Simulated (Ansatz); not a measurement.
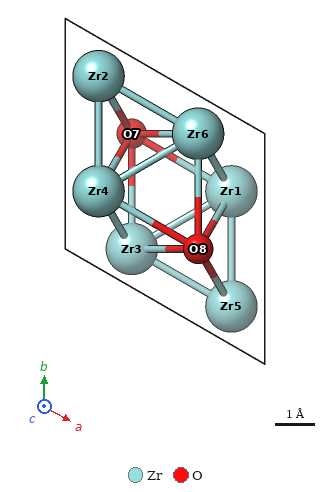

Figure 1. The structure as given in the input (ball-and-stick view of the cell of the calculation, along the c axis; atoms are numbered from 1 in the order of the input). An atom can appear more than once, as a periodic image. Near neighbours in the periodic cell (some may lie outside the picture): Zr has 4 O at 2.93 to 2.97 Å and 8 Zr at 2.93 to 2.97 Å; O has 12 Zr at 2.93 to 2.97 Å.

## Zr3O: geometry relaxation (part 1 of 2)

- system: Zr3O (P6₃/mmc, 8 atoms in the cell)
- method: DFT r2SCAN, scalar-relativistic, plane waves, PAW, no spin polarisation (Ansatz 0.2.0)

The structure was made by swapping elements on the sites of another compound; it need not be a known phase. It belongs to a series of runs on one base structure; here: Ni3Sn (D0_19) type (P6_3/mmc, No. 194). Figures and captions count atoms from 1; the log counts them from 0 in places.

### Output
```
Engine: ansatz 0.2.0, aarch64-unknown-linux-gnu
Pseudopotentials: kind: paw
Pseudopotential: Zr, paw, valence charge 12, recommended cutoff 500 eV (meta_gga), Zr.paw.azcp
Pseudopotential: O, paw, valence charge 6, recommended cutoff 500 eV (meta_gga), O.paw.azcp
Functional definition: r2SCAN
  parameter k0 = 0.174
  parameter k1 = 0.065
  parameter a1 = 4.9479
  exchange = r2scan_x(k0 = k0, k1 = k1, a1 = a1)
  correlation = r2scan_c
Crystal: 8 atoms, lattice volume = 145.005 Å³
Basis set: ecut = 500 eV, 3689 PW (Γ), exchange–correlation on 180×180×144 points (64 copies of the dense FFT grid, shifted against one another)
Bands: 51, of which v1, the nominal top of the filled ones, is band 42 counted from 1 (41 counted from 0)
Symmetry: 24 space group operations
Space group: P63/mmc (ITA 194), of the structure as read, at distance tolerance 5.3e-5 Å
k-points: 9 of 36
Non-local potential: Zr, projectors of the file, l = 0: 3, l = 1: 2, l = 2: 2, l = 3: 2
Non-local potential: O, projectors of the file, l = 0: 2, l = 1: 2, l = 2: 1
PAW form: soft (Blöchl's): semilocal exchange-correlation on the pseudo side does not see the compensation charge
PAW frozen core: Zr, regenerated for the run's functional (the file was generated under x = pbe(κ = 0.804, μ = 0.2195149727645171), c = pbe(β = 0.06672455060314922))
PAW frozen core: O, regenerated for the run's functional (the file was generated under x = pbe(κ = 0.804, μ = 0.2195149727645171), c = pbe(β = 0.06672455060314922))
PAW one-centre angular grid: Zr, 590 points (default); XC on 160 Gauss nodes
PAW one-centre angular grid: O, 302 points (default); XC on 160 Gauss nodes
Initial density: superposition of atomic densities (neutral atoms: chi_scale 0, normalization atom), corrected by the library's trained network
Initial wavefunctions: pseudopotential atomic-orbital guess
Functional: x = r2scan, c = r2scan; τ floored in thin density (d = 2e-4 eV/Å³)
SCF iter   1: F=-26299.883733 eV  HF=-26300.149849 eV  |F-HF|=2.66e-1  |Δ(HF+E_count)|=         —  Δρ=1.78e-2  dr2=7.19e-1  dr2_τ=1.38e-1  ethr=1.77e-3  ⟨swp⟩=5.7  Hψ=1826  notcnv=0
preconditioner: auto → Kerker (q_TF=auto, 2.491 Å⁻¹)  [metal: Δε(μ)=0.049 eV  Ē_g=3.938 eV  σ=0.100 eV  W_gap=0.26  n_scr=32 (ndim 8)  ℏωp=17.4 eV  f_vac=0.000  D(μ)=14.11/eV (n_scr^D=186)]
SCF iter   2: F=-26300.351666 eV  HF=-26300.364559 eV  |F-HF|=1.29e-2  |Δ(HF+E_count)|=   2.15e-1  Δρ=1.06e-2  dr2=9.67e-2  dr2_τ=2.89e-2  ethr=8.56e-4  ⟨swp⟩=2.0  Hψ=798  notcnv=0  defer=12
SCF iter   3: F=-26300.362176 eV  HF=-26300.373145 eV  |F-HF|=1.10e-2  |Δ(HF+E_count)|=   8.59e-3  Δρ=5.15e-3  dr2=4.36e-2  dr2_τ=1.49e-3  ethr=1.15e-4  ⟨swp⟩=2.0  Hψ=639  notcnv=0  defer=12
SCF iter   4: F=-26300.375611 eV  HF=-26300.377095 eV  |F-HF|=1.48e-3  |Δ(HF+E_count)|=   3.95e-3  Δρ=1.67e-3  dr2=3.86e-3  dr2_τ=4.04e-4  ethr=5.19e-5  ⟨swp⟩=2.1  Hψ=667  notcnv=0  defer=12
SCF iter   5: F=-26300.377726 eV  HF=-26300.377740 eV  |F-HF|=1.50e-5  |Δ(HF+E_count)|=   6.45e-4  Δρ=5.21e-4  dr2=4.43e-4  dr2_τ=2.93e-5  ethr=4.59e-6  ⟨swp⟩=2.0  Hψ=630  notcnv=0  defer=12
SCF iter   6: F=-26300.377929 eV  HF=-26300.377925 eV  |F-HF|=4.36e-6  |Δ(HF+E_count)|=   1.84e-4  Δρ=1.12e-4  dr2=2.66e-5  dr2_τ=7.89e-7  ethr=5.27e-7  ⟨swp⟩=2.0  Hψ=649  notcnv=0  defer=12
SCF iter   7: F=-26300.377863 eV  HF=-26300.377862 eV  |F-HF|=3.61e-7  |Δ(HF+E_count)|=   6.27e-5  Δρ=3.67e-5  dr2=2.14e-6  dr2_τ=1.08e-7  ethr=3.17e-8  ⟨swp⟩=2.1  Hψ=653  notcnv=0  defer=12
SCF iter   8: F=-26300.377863 eV  HF=-26300.377863 eV  |F-HF|=5.69e-8  |Δ(HF+E_count)|=   1.05e-6  Δρ=1.18e-5  dr2=2.53e-7  dr2_τ=1.03e-8  ethr=2.55e-9  ⟨swp⟩=2.8  Hψ=832  notcnv=0  defer=12
SCF iter   9: F=-26300.377863 eV  HF=-26300.377863 eV  |F-HF|=2.46e-8  |Δ(HF+E_count)|=   6.33e-8  Δρ=5.13e-6  dr2=4.76e-8  dr2_τ=2.13e-9  ethr=1.19e-10  ⟨swp⟩=9.8  Hψ=1681  notcnv=0
SCF 1 converged in 9 iterations: F = -26300.377863 eV  dr2 = 4.76e-8
  greatest PAW one-centre occupation: 0.990 electrons in one spin orbital (limit 2), on the Zr atom at site 3 (counted from 0), in its partial waves of l = 0
relax step   1: F+E_penalty+E_count = -26300.37786326 eV  Δ(F+E_penalty+E_count) = +0.000e0 eV  max|allowed force component| = 7.075e-1 eV/Å  Δτ_max = 0.0000 Å  P = -0.911 GPa  Ω = 145.005 Å³  (9 SCF iters, dr2 threshold 1.00e-7 eV, accepted)
Crystal: 8 atoms, lattice volume = 137.720 Å³
Basis set: ecut = 500 eV, 3493 PW (Γ), exchange–correlation on 180×180×144 points (64 copies of the dense FFT grid, shifted against one another)
Initial density: handed on by an earlier stage of this run
Initial wavefunctions: those handed on with the density
SCF iter   1: F=-26293.688321 eV  HF=-26300.457957 eV  |F-HF|=6.77e0  |Δ(HF+E_count)|=         —  Δρ=5.23e-2  dr2=9.20e0  dr2_τ=9.55e0  ethr=3.10e-3  ⟨swp⟩=10.4  Hψ=2159  notcnv=0
preconditioner: auto → Kerker (q_TF=auto, 2.512 Å⁻¹)  [metal: Δε(μ)=0.035 eV  Ē_g=3.990 eV  σ=0.100 eV  W_gap=0.19  n_scr=26 (ndim 8)  ℏωp=17.9 eV  f_vac=0.000  D(μ)=9.45/eV (n_scr^D=94)]
SCF iter   2: F=-26298.333112 eV  HF=-26299.325995 eV  |F-HF|=9.93e-1  |Δ(HF+E_count)|=    1.13e0  Δρ=2.52e-2  dr2=1.70e0  dr2_τ=1.56e-1  ethr=3.10e-3  ⟨swp⟩=2.4  Hψ=837  notcnv=0  defer=12
SCF iter   3: F=-26298.820100 eV  HF=-26299.304150 eV  |F-HF|=4.84e-1  |Δ(HF+E_count)|=   2.18e-2  Δρ=1.79e-2  dr2=6.13e-1  dr2_τ=8.13e-2  ethr=2.03e-3  ⟨swp⟩=2.0  Hψ=714  notcnv=0  defer=12
SCF iter   4: F=-26299.177840 eV  HF=-26299.208034 eV  |F-HF|=3.02e-2  |Δ(HF+E_count)|=   9.61e-2  Δρ=3.49e-3  dr2=4.65e-2  dr2_τ=1.06e-3  ethr=7.30e-4  ⟨swp⟩=2.0  Hψ=770  notcnv=0  defer=12
SCF iter   5: F=-26299.199170 eV  HF=-26299.200468 eV  |F-HF|=1.30e-3  |Δ(HF+E_count)|=   7.57e-3  Δρ=1.31e-3  dr2=3.32e-3  dr2_τ=8.31e-5  ethr=5.53e-5  ⟨swp⟩=2.0  Hψ=612  notcnv=0  defer=12
SCF iter   6: F=-26299.199831 eV  HF=-26299.200290 eV  |F-HF|=4.58e-4  |Δ(HF+E_count)|=   1.79e-4  Δρ=4.29e-4  dr2=7.31e-4  dr2_τ=1.91e-5  ethr=3.96e-6  ⟨swp⟩=2.1  Hψ=646  notcnv=0  defer=12
SCF iter   7: F=-26299.200083 eV  HF=-26299.200123 eV  |F-HF|=4.00e-5  |Δ(HF+E_count)|=   1.67e-4  Δρ=1.45e-4  dr2=7.37e-5  dr2_τ=1.91e-6  ethr=8.71e-7  ⟨swp⟩=2.0  Hψ=542  notcnv=0  defer=12
SCF iter   8: F=-26299.200111 eV  HF=-26299.200115 eV  |F-HF|=4.72e-6  |Δ(HF+E_count)|=   7.54e-6  Δρ=5.46e-5  dr2=9.07e-6  dr2_τ=2.51e-7  ethr=8.77e-8  ⟨swp⟩=2.0  Hψ=546  notcnv=0  defer=12
SCF iter   9: F=-26299.200114 eV  HF=-26299.200115 eV  |F-HF|=1.00e-6  |Δ(HF+E_count)|=   4.31e-7  Δρ=2.62e-5  dr2=1.91e-6  dr2_τ=6.14e-8  ethr=1.08e-8  ⟨swp⟩=2.0  Hψ=539  notcnv=0  defer=12
SCF iter  10: F=-26299.200115 eV  HF=-26299.200115 eV  |F-HF|=1.28e-8  |Δ(HF+E_count)|=   1.78e-7  Δρ=5.19e-6  dr2=3.59e-8  dr2_τ=2.50e-9  ethr=9.52e-10  ⟨swp⟩=10.6  Hψ=1849  notcnv=0
SCF 2 converged in 10 iterations: F = -26299.200115 eV  dr2 = 3.59e-8
  greatest PAW one-centre occupation: 0.990 electrons in one spin orbital (limit 2), on the Zr atom at site 5 (counted from 0), in its partial waves of l = 0
relax step   2: F+E_penalty+E_count = -26299.20011466 eV  Δ(F+E_penalty+E_count) = +1.178e0 eV  max|allowed force component| = 3.137e0 eV/Å  Δτ_max = 0.1613 Å  P = +4.406 GPa  Ω = 137.720 Å³  energy of the carried Pulay correction = +3.317e-3 eV  (10 SCF iters, dr2 threshold 8.00e-7 eV, rejected (line search))
Crystal: 8 atoms, lattice volume = 143.845 Å³
Basis set: ecut = 500 eV, 3677 PW (Γ), exchange–correlation on 180×180×144 points (64 copies of the dense FFT grid, shifted against one another)
SCF iter   1: F=-26296.341655 eV  HF=-26299.845634 eV  |F-HF|=3.50e0  |Δ(HF+E_count)|=         —  Δρ=4.60e-2  dr2=7.09e0  dr2_τ=6.44e0  ethr=3.10e-3  ⟨swp⟩=8.6  Hψ=1762  notcnv=0
preconditioner: auto → Kerker (q_TF=auto, 2.494 Å⁻¹)  [metal: Δε(μ)=0.034 eV  Ē_g=3.978 eV  σ=0.100 eV  W_gap=0.19  n_scr=32 (ndim 8)  ℏωp=17.5 eV  f_vac=0.000  D(μ)=9.63/eV (n_scr^D=94)]
SCF iter   2: F=-26299.787247 eV  HF=-26300.647087 eV  |F-HF|=8.60e-1  |Δ(HF+E_count)|=   8.01e-1  Δρ=2.19e-2  dr2=1.34e0  dr2_τ=1.24e-1  ethr=3.10e-3  ⟨swp⟩=2.0  Hψ=833  notcnv=0  defer=14
SCF iter   3: F=-26300.278380 eV  HF=-26300.628872 eV  |F-HF|=3.50e-1  |Δ(HF+E_count)|=   1.82e-2  Δρ=1.48e-2  dr2=4.71e-1  dr2_τ=6.11e-2  ethr=1.59e-3  ⟨swp⟩=2.0  Hψ=710  notcnv=0  defer=14
SCF iter   4: F=-26300.530204 eV  HF=-26300.562983 eV  |F-HF|=3.28e-2  |Δ(HF+E_count)|=   6.59e-2  Δρ=3.46e-3  dr2=4.99e-2  dr2_τ=1.04e-3  ethr=5.60e-4  ⟨swp⟩=2.0  Hψ=719  notcnv=0  defer=14
SCF iter   5: F=-26300.553960 eV  HF=-26300.555314 eV  |F-HF|=1.35e-3  |Δ(HF+E_count)|=   7.67e-3  Δρ=1.40e-3  dr2=3.51e-3  dr2_τ=1.34e-4  ethr=5.94e-5  ⟨swp⟩=2.1  Hψ=685  notcnv=0  defer=14
SCF iter   6: F=-26300.554940 eV  HF=-26300.555184 eV  |F-HF|=2.44e-4  |Δ(HF+E_count)|=   1.30e-4  Δρ=4.82e-4  dr2=5.11e-4  dr2_τ=1.20e-5  ethr=4.18e-6  ⟨swp⟩=2.1  Hψ=608  notcnv=0  defer=14
SCF iter   7: F=-26300.555132 eV  HF=-26300.555148 eV  |F-HF|=1.55e-5  |Δ(HF+E_count)|=   3.59e-5  Δρ=1.33e-4  dr2=4.06e-5  dr2_τ=1.03e-6  ethr=6.09e-7  ⟨swp⟩=2.1  Hψ=618  notcnv=0  defer=14
SCF iter   8: F=-26300.555160 eV  HF=-26300.555162 eV  |F-HF|=1.55e-6  |Δ(HF+E_count)|=   1.38e-5  Δρ=3.93e-5  dr2=4.03e-6  dr2_τ=7.33e-8  ethr=4.83e-8  ⟨swp⟩=2.0  Hψ=605  notcnv=0  defer=14
SCF iter   9: F=-26300.555084 eV  HF=-26300.555084 eV  |F-HF|=1.46e-7  |Δ(HF+E_count)|=   7.74e-5  Δρ=1.27e-5  dr2=3.99e-7  dr2_τ=8.39e-9  ethr=4.80e-9  ⟨swp⟩=2.0  Hψ=581  notcnv=0  defer=14
SCF iter  10: F=-26300.555084 eV  HF=-26300.555084 eV  |F-HF|=2.78e-9  |Δ(HF+E_count)|=   1.06e-8  Δρ=1.60e-6  dr2=3.55e-9  dr2_τ=1.75e-10  ethr=6.10e-12  ⟨swp⟩=10.6  Hψ=2292  notcnv=0
SCF 3 converged in 10 iterations: F = -26300.555084 eV  dr2 = 3.55e-9
relax step   3: F+E_penalty+E_count = -26300.55508430 eV  Δ(F+E_penalty+E_count) = -1.772e-1 eV  max|allowed force component| = 3.092e-2 eV/Å  Δτ_max = 0.0291 Å  P = -0.776 GPa  Ω = 143.845 Å³  energy of the carried Pulay correction = +5.171e-4 eV  (10 SCF iters, accepted)
Crystal: 8 atoms, lattice volume = 141.755 Å³
Basis set: ecut = 500 eV, 3607 PW (Γ), exchange–correlation on 180×180×144 points (64 copies of the dense FFT grid, shifted against one another)
iter 1 solved again at ethr=1.58e-4 eV; its pass at ethr=3.10e-3 eV (dr2=1.33e-1 eV) is discarded
SCF iter   1: F=-26300.517906 eV  HF=-26300.498006 eV  |F-HF|=1.99e-2  |Δ(HF+E_count)|=         —  Δρ=7.66e-3  dr2=1.34e-1  dr2_τ=1.04e-1  ethr=1.58e-4  ⟨swp⟩=1.0  Hψ=2334  notcnv=0
preconditioner: auto → Kerker (q_TF=auto, 2.500 Å⁻¹)  [metal: Δε(μ)=0.090 eV  Ē_g=3.914 eV  σ=0.100 eV  W_gap=0.44  n_scr=26 (ndim 8)  ℏωp=17.6 eV  f_vac=0.000  D(μ)=7.44/eV (n_scr^D=70)]
SCF iter   2: F=-26300.595046 eV  HF=-26300.603900 eV  |F-HF|=8.85e-3  |Δ(HF+E_count)|=   1.06e-1  Δρ=4.02e-3  dr2=2.22e-2  dr2_τ=4.84e-3  ethr=1.58e-4  ⟨swp⟩=2.0  Hψ=716  notcnv=0
SCF iter   3: F=-26300.597439 eV  HF=-26300.602561 eV  |F-HF|=5.12e-3  |Δ(HF+E_count)|=   1.34e-3  Δρ=1.88e-3  dr2=1.00e-2  dr2_τ=5.52e-4  ethr=2.64e-5  ⟨swp⟩=2.0  Hψ=611  notcnv=0
SCF iter   4: F=-26300.601165 eV  HF=-26300.601447 eV  |F-HF|=2.82e-4  |Δ(HF+E_count)|=   1.11e-3  Δρ=6.00e-4  dr2=1.01e-3  dr2_τ=5.13e-5  ethr=1.19e-5  ⟨swp⟩=2.2  Hψ=604  notcnv=0
SCF iter   5: F=-26300.601421 eV  HF=-26300.601426 eV  |F-HF|=4.54e-6  |Δ(HF+E_count)|=   2.15e-5  Δρ=2.15e-4  dr2=8.40e-5  dr2_τ=3.02e-6  ethr=1.21e-6  ⟨swp⟩=2.0  Hψ=642  notcnv=0
SCF iter   6: F=-26300.601380 eV  HF=-26300.601379 eV  |F-HF|=9.87e-7  |Δ(HF+E_count)|=   4.71e-5  Δρ=4.18e-5  dr2=1.91e-6  dr2_τ=1.37e-7  ethr=1.00e-7  ⟨swp⟩=2.1  Hψ=641  notcnv=0
SCF iter   7: F=-26300.601380 eV  HF=-26300.601380 eV  |F-HF|=4.32e-8  |Δ(HF+E_count)|=   1.49e-6  Δρ=1.24e-5  dr2=2.26e-7  dr2_τ=1.18e-8  ethr=9.52e-10  ⟨swp⟩=7.4  Hψ=1817  notcnv=0
SCF 4 converged in 7 iterations: F = -26300.601380 eV  dr2 = 2.26e-7
relax step   4: F+E_penalty+E_count = -26300.60138026 eV  Δ(F+E_penalty+E_count) = -4.630e-2 eV  max|allowed force component| = 1.873e-1 eV/Å  Δτ_max = 0.0020 Å  P = +0.765 GPa  Ω = 141.755 Å³  energy of the carried Pulay correction = +1.459e-3 eV  (7 SCF iters, dr2 threshold 8.00e-7 eV, accepted)
Crystal: 8 atoms, lattice volume = 143.632 Å³
Basis set: ecut = 500 eV, 3631 PW (Γ), exchange–correlation on 180×180×144 points (64 copies of the dense FFT grid, shifted against one another)
iter 1 solved again at ethr=4.07e-5 eV; its pass at ethr=3.10e-3 eV (dr2=3.42e-2 eV) is discarded
SCF iter   1: F=-26300.582802 eV  HF=-26300.571934 eV  |F-HF|=1.09e-2  |Δ(HF+E_count)|=         —  Δρ=4.19e-3  dr2=3.45e-2  dr2_τ=4.53e-2  ethr=4.07e-5  ⟨swp⟩=1.3  Hψ=2032  notcnv=0
preconditioner: auto → Resta (q_TF=auto, 2.495 Å⁻¹)  ε∞=21.2  [insulator: Δε(μ)=0.102 eV  Ē_g=3.904 eV  σ=0.100 eV  W_gap=0.53  n_scr=26 (ndim 8)  ℏωp=17.5 eV  f_vac=0.000  D(μ)=7.58/eV (n_scr^D=70)  ε∞_Penn≈21.2]
SCF iter   2: F=-26300.605652 eV  HF=-26300.610562 eV  |F-HF|=4.91e-3  |Δ(HF+E_count)|=   3.86e-2  Δρ=2.76e-3  dr2=7.24e-3  dr2_τ=2.51e-3  ethr=4.07e-5  ⟨swp⟩=2.1  Hψ=689  notcnv=0
SCF iter   3: F=-26300.609564 eV  HF=-26300.609758 eV  |F-HF|=1.94e-4  |Δ(HF+E_count)|=   8.05e-4  Δρ=8.51e-4  dr2=8.91e-4  dr2_τ=3.83e-5  ethr=8.62e-6  ⟨swp⟩=2.0  Hψ=612  notcnv=0
SCF iter   4: F=-26300.609739 eV  HF=-26300.609750 eV  |F-HF|=1.08e-5  |Δ(HF+E_count)|=   7.98e-6  Δρ=2.17e-4  dr2=8.74e-5  dr2_τ=9.15e-6  ethr=1.06e-6  ⟨swp⟩=2.0  Hψ=653  notcnv=0
SCF iter   5: F=-26300.609714 eV  HF=-26300.609709 eV  |F-HF|=4.52e-6  |Δ(HF+E_count)|=   4.07e-5  Δρ=7.92e-5  dr2=7.28e-6  dr2_τ=4.57e-7  ethr=1.04e-7  ⟨swp⟩=2.0  Hψ=586  notcnv=0
SCF iter   6: F=-26300.609716 eV  HF=-26300.609715 eV  |F-HF|=1.31e-7  |Δ(HF+E_count)|=   6.14e-6  Δρ=1.29e-5  dr2=2.35e-7  dr2_τ=9.44e-9  ethr=9.52e-10  ⟨swp⟩=3.4  Hψ=1961  notcnv=0
SCF 5 converged in 6 iterations: F = -26300.609716 eV  dr2 = 2.35e-7
relax step   5: F+E_penalty+E_count = -26300.60971556 eV  Δ(F+E_penalty+E_count) = -8.335e-3 eV  max|allowed force component| = 6.546e-2 eV/Å  Δτ_max = 0.0099 Å  P = -0.295 GPa  Ω = 143.632 Å³  energy of the carried Pulay correction = +6.125e-4 eV  (6 SCF iters, dr2 threshold 8.00e-7 eV, accepted)
Crystal: 8 atoms, lattice volume = 143.190 Å³
iter 1 solved again at ethr=7.84e-6 eV; its pass at ethr=3.10e-3 eV (dr2=6.59e-3 eV) is discarded
SCF iter   1: F=-26300.606722 eV  HF=-26300.609102 eV  |F-HF|=2.38e-3  |Δ(HF+E_count)|=         —  Δρ=1.24e-3  dr2=6.23e-3  dr2_τ=3.84e-3  ethr=7.84e-6  ⟨swp⟩=1.1  Hψ=1572  notcnv=0
preconditioner: auto → Resta (q_TF=auto, 2.496 Å⁻¹)  ε∞=21.3  [insulator: Δε(μ)=0.104 eV  Ē_g=3.894 eV  σ=0.100 eV  W_gap=0.53  n_scr=26 (ndim 8)  ℏωp=17.6 eV  f_vac=0.000  D(μ)=8.12/eV (n_scr^D=70)  ε∞_Penn≈21.3]
SCF iter   2: F=-26300.610316 eV  HF=-26300.611065 eV  |F-HF|=7.49e-4  |Δ(HF+E_count)|=   1.96e-3  Δρ=6.63e-4  dr2=1.15e-3  dr2_τ=1.20e-4  ethr=7.42e-6  ⟨swp⟩=2.0  Hψ=623  notcnv=0
SCF iter   3: F=-26300.610583 eV  HF=-26300.610965 eV  |F-HF|=3.82e-4  |Δ(HF+E_count)|=   9.97e-5  Δρ=3.55e-4  dr2=4.76e-4  dr2_τ=4.14e-5  ethr=1.37e-6  ⟨swp⟩=2.0  Hψ=650  notcnv=0
SCF iter   4: F=-26300.610892 eV  HF=-26300.610903 eV  |F-HF|=1.17e-5  |Δ(HF+E_count)|=   6.15e-5  Δρ=8.12e-5  dr2=2.52e-5  dr2_τ=5.84e-7  ethr=5.66e-7  ⟨swp⟩=2.0  Hψ=629  notcnv=0
SCF iter   5: F=-26300.610822 eV  HF=-26300.610823 eV  |F-HF|=1.24e-6  |Δ(HF+E_count)|=   8.04e-5  Δρ=4.01e-5  dr2=3.50e-6  dr2_τ=1.51e-7  ethr=3.00e-8  ⟨swp⟩=2.0  Hψ=609  notcnv=0
SCF iter   6: F=-26300.610823 eV  HF=-26300.610823 eV  |F-HF|=2.03e-7  |Δ(HF+E_count)|=   7.00e-8  Δρ=1.68e-5  dr2=5.90e-7  dr2_τ=1.33e-8  ethr=4.17e-9  ⟨swp⟩=2.2  Hψ=568  notcnv=0
SCF iter   7: F=-26300.610823 eV  HF=-26300.610823 eV  |F-HF|=7.09e-9  |Δ(HF+E_count)|=   2.68e-8  Δρ=4.54e-6  dr2=3.90e-8  dr2_τ=1.09e-9  ethr=5.49e-10  ⟨swp⟩=4.4  Hψ=1416  notcnv=0
SCF 6 converged in 7 iterations: F = -26300.610823 eV  dr2 = 3.90e-8
  greatest PAW one-centre occupation: 0.990 electrons in one spin orbital (limit 2), on the Zr atom at site 4 (counted from 0), in its partial waves of l = 0
relax step   6: F+E_penalty+E_count = -26300.61082311 eV  Δ(F+E_penalty+E_count) = -1.108e-3 eV  max|allowed force component| = 1.051e-2 eV/Å  Δτ_max = 0.0031 Å  P = +0.025 GPa  Ω = 143.190 Å³  energy of the carried Pulay correction = +8.109e-4 eV  (7 SCF iters, dr2 threshold 4.61e-7 eV, accepted)
Basis set: ecut = 500 eV, 3631 PW (Γ), exchange–correlation on 180×180×160 points (64 copies of the dense FFT grid, shifted against one another)
Initial wavefunctions: pseudopotential atomic-orbital guess (no wavefunctions were taken with the density)
iter 1 solved again at ethr=9.55e-8 eV; its pass at ethr=3.10e-3 eV (dr2=8.02e-5 eV) is discarded
SCF iter   1: F=-26300.610848 eV  HF=-26300.610720 eV  |F-HF|=1.28e-4  |Δ(HF+E_count)|=         —  Δρ=2.16e-4  dr2=5.82e-6  dr2_τ=4.59e-5  ethr=9.55e-8  ⟨swp⟩=3.3  Hψ=3173  notcnv=0
preconditioner: auto → Resta (q_TF=auto, 2.496 Å⁻¹)  ε∞=21.3  [insulator: Δε(μ)=0.105 eV  Ē_g=3.897 eV  σ=0.100 eV  W_gap=0.54  n_scr=26 (ndim 8)  ℏωp=17.6 eV  f_vac=0.000  D(μ)=8.05/eV (n_scr^D=70)  ε∞_Penn≈21.3]
SCF iter   2: F=-26300.610675 eV  HF=-26300.610639 eV  |F-HF|=3.56e-5  |Δ(HF+E_count)|=   8.09e-5  Δρ=1.12e-4  dr2=1.51e-6  dr2_τ=5.20e-6  ethr=6.93e-9  ⟨swp⟩=2.1  Hψ=759  notcnv=0
SCF iter   3: F=-26300.610676 eV  HF=-26300.610676 eV  |F-HF|=4.39e-8  |Δ(HF+E_count)|=   3.62e-5  Δρ=8.21e-6  dr2=4.13e-8  dr2_τ=1.69e-8  ethr=1.80e-9  ⟨swp⟩=2.0  Hψ=845  notcnv=0
SCF iter   4: F=-26300.610676 eV  HF=-26300.610676 eV  |F-HF|=1.75e-9  |Δ(HF+E_count)|=   5.71e-8  Δρ=2.85e-6  dr2=7.19e-9  dr2_τ=1.15e-9  ethr=6.10e-12  ⟨swp⟩=7.0  Hψ=1876  notcnv=0
SCF iter   5: F=-26300.610676 eV  HF=-26300.610676 eV  |F-HF|=1.05e-8  |Δ(HF+E_count)|=   6.79e-9  Δρ=2.97e-6  dr2=1.27e-8  dr2_τ=1.32e-9  ethr=6.10e-12  ⟨swp⟩=4.1  Hψ=1411  notcnv=0
SCF iter   6: F=-26300.610676 eV  HF=-26300.610676 eV  |F-HF|=1.46e-10  |Δ(HF+E_count)|=   1.57e-9  Δρ=5.79e-7  dr2=4.52e-10  dr2_τ=1.95e-11  ethr=6.10e-12  ⟨swp⟩=2.1  Hψ=1483  notcnv=0
SCF 7 converged in 6 iterations: F = -26300.610676 eV  dr2 = 4.52e-10
relax step   7: F+E_penalty+E_count = -26300.61067559 eV  Δ(F+E_penalty+E_count) = +1.475e-4 eV  max|allowed force component| = 1.048e-2 eV/Å  Δτ_max = 0.0000 Å  P = +0.029 GPa  Ω = 143.190 Å³  stress off target by 7.21e-2 GPa  SCF on the basis re-selected at this cell (its energy is not comparable with the rows above)  (6 SCF iters)
```
